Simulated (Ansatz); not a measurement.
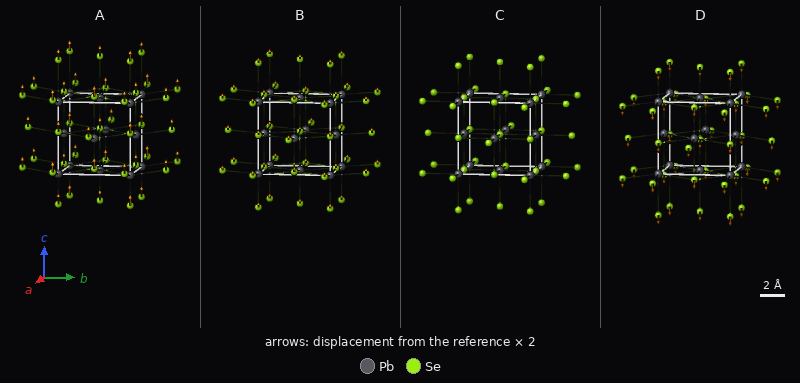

A scan of solid PbSe (Fm-3m) along one coordinate. Style: ball-and-stick. Shown: the conventional cell (4 times the calculation's cell), along the a axis, with a slight tilt. Orange arrows: displacements from the reference. Lengths and directions refer to the drawn axes.

Method: Ansatz, DFT LDA, scalar-relativistic, plane waves, PAW. Set-up: plane-wave cutoff 420 eV; k-point mesh 10 × 10 × 10; occupations gaussian; smearing width 0.03 eV; no spin polarisation. Energies (free energies at the smearing named) are counted from the cell as listed in its source, which wasn't relaxed.

Q: Which coordinate changes from frame to frame?

A: The whole Se sublattice is shifted rigidly, towards the nearest copy of atom 1 (Pb) at 3.062 Å, all else fixed. In the frames the displacement is −0.50 Å (A), −0.25 Å (B), 0.00 Å (C), 0.4375 Å (D). Their energies are 220.7 meV/cell, 19.4 meV/cell, 0.0 meV/cell, 136.0 meV/cell.
